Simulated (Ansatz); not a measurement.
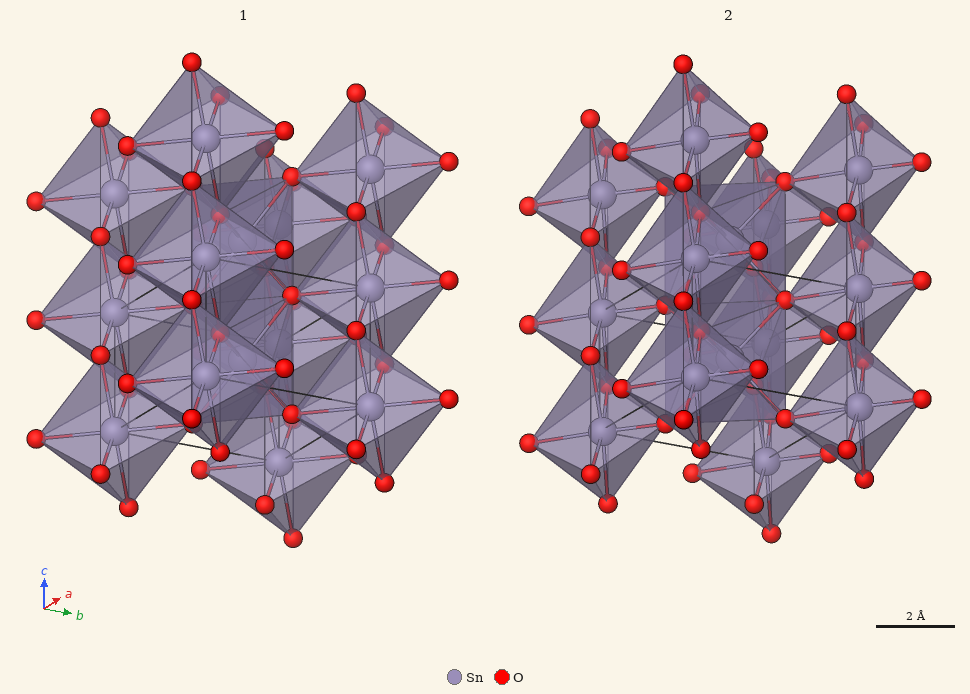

Two geometries of a crystal of SnO$_{2}$ (built on the rutile type): one is the relaxed structure, the other was perturbed away from it. Style: polyhedral. Shown: the cell of the calculation, repeated 1 × 1 × 2 with one cell outlined, from a free direction.

Method: DFT PBE, scalar-relativistic, plane waves, PAW in Ansatz 0.2.0. Settings: plane-wave cutoff 420 eV; k-point mesh 6 × 6 × 10; occupations gaussian; smearing width 0.05 eV; no spin polarisation.

Which is the distorted one, and what does the distortion cost?

Answer. Structure 2 is the perturbed one. The cell is strained by +0.8 % along [3 1 −2], −0.2 % roughly along [1 1 3], −1.5 % along [1 −2 1] (volume −0.9 %) and atoms are displaced by up to 0.35 Å (root mean square over those that move 0.22 Å) relative to the cell. No relaxation follows. The energy rises by 524 meV per atom. The pressure goes from 0.0 to 15.8 GPa. The principal stresses (compression positive) are 32.8 GPa roughly along [1 1 0], 13.8 GPa roughly along [0 −1 3], 0.9 GPa along [2 −2 −1]. The largest force is 14 eV/Å, on an O atom. The forces mostly point back along the displacements (cosine −0.78). Near-neighbour distances before and after: O–Sn 2.091 → 1.704 to 2.421 Å. The space group (tolerance 0.01 Å) goes from P4_2/mnm (No. 136) to P1 (No. 1).
